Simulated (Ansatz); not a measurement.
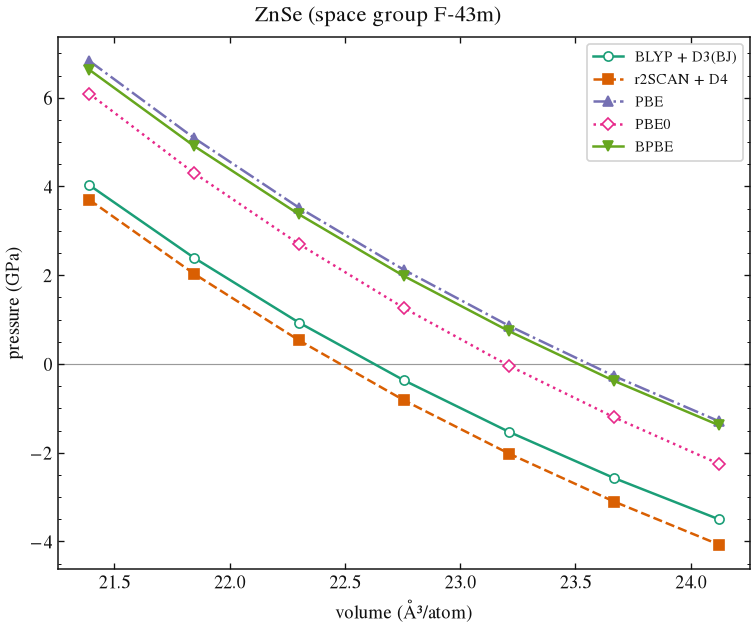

Plotted: pressure against volume, with one curve for each functional, for ZnSe (space group F-43m).

Calculation (Ansatz 0.2.0): plane-wave DFT, no spin polarisation; energies at scaled volumes of the given cell, shape and fractions fixed, counted from the fit's minimum, third-order Birch-Murnaghan fit. All runs: no spin polarisation.

```tsv
setting	value
occupations	Fermi–Dirac
smearing width	0.05 eV
```

Settings that differ: BLYP + D3(BJ): density cutoff 1680 eV, wave cutoff 420 eV, k mesh 8×8×8, potentials Ansatz PAW; r2SCAN + D4: density cutoff 2000 eV, wave cutoff 500 eV, k mesh 8×8×8, potentials Ansatz PAW; PBE: density cutoff 6480 eV, wave cutoff 1080 eV, k mesh 8×8×8, potentials JTH PAW; PBE0: density cutoff 1680 eV, wave cutoff 420 eV, k mesh 4×4×4, potentials Ansatz PAW; BPBE: density cutoff 1680 eV, wave cutoff 420 eV, k mesh 8×8×8, potentials Ansatz PAW.

Question: For BLYP + D3(BJ): what does the pressure do across the range?

Answer: It falls from 4.03 GPa at volume 21.39 Å³/atom to −3.50 GPa at 24.12 Å³/atom, and changes sign near 22.63 Å³/atom.

Question: For r2SCAN + D4: what does the pressure do across the range?

Answer: It falls from 3.70 GPa at volume 21.39 Å³/atom to −4.07 GPa at 24.12 Å³/atom, and changes sign near 22.48 Å³/atom.

Question: For PBE: read off the course of the pressure.

Answer: It falls from 6.83 GPa at volume 21.39 Å³/atom to −1.29 GPa at 24.12 Å³/atom, and changes sign near 23.56 Å³/atom.

Question: For PBE0: how does the pressure vary with volume?

Answer: It falls from 6.09 GPa at volume 21.39 Å³/atom to −2.25 GPa at 24.12 Å³/atom, and changes sign near 23.20 Å³/atom.

Question: For BPBE: read off the course of the pressure.

Answer: It falls from 6.63 GPa at volume 21.39 Å³/atom to −1.38 GPa at 24.12 Å³/atom, and changes sign near 23.51 Å³/atom.

Limits of the calculation: coarse k mesh (PBE0); the functional was run on potentials made for another functional (BLYP + D3(BJ), BPBE).
